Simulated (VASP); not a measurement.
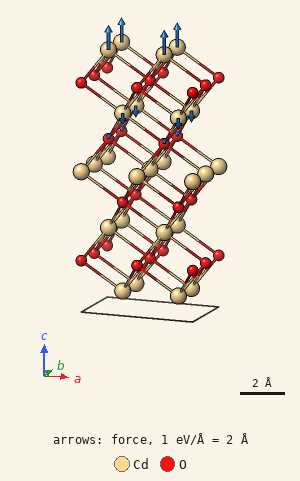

Starting geometry of a slab of composition Cd5O4 with the computed forces as blue arrows. The picture is a ball-and-stick view of the 2 × 2 repeat of the cell, outlined in the plane, without the vacuum, seen slightly off an axis.

The run lets the atoms move in a fixed cell. 4 atoms are held fixed.

Computed with VASP 6.6.1, Kohn-Sham DFT of a periodic cell, PBE, VASP PAW PBE potentials, minimal.

The input:
```
SYSTEM = Cd5O4
ALGO = Fast
DIPOL = 0.5 0.5 0.500
EDIFF = 1E-6
EDIFFG = -0.01
ENCUT = 900
GGA = PE
IBRION = 2
IDIPOL = 3
ISIF = 2
ISMEAR = -1
LASPH = .True.
LCHARG = .False.
LDIPOL = .True.
LREAL = .False.
LWAVE = .False.
NELM = 60
NSW = 60
PREC = Accurate
SIGMA = 0.05
```

Run as
```bash
cat potpaw_PBE.64/Cd/POTCAR potpaw_PBE.64/O/POTCAR > POTCAR
mpirun -np 1 vasp_std > vasp.out
```

Question: Is this structure relaxed? If not, where do the atoms go?

Answer: It isn't relaxed: the largest force vector, on a Cd atom, is 0.57 eV/Å. The final displacements follow the starting forces only in part (cosine between the two patterns 0.57). The energy falls by 83.8 meV per cell of the calculation in 16 geometry steps. The largest force component goes from 0.58 to 0.55 eV/Å. A Cd atom moves most: 0.31 Å along the normal (+c). Largest moves by element: Cd 0.31 Å, O 0.24 Å. The cell doesn't change. Near-neighbour distances that change, for instance: Cd–O 2.348 → 2.388 Å.
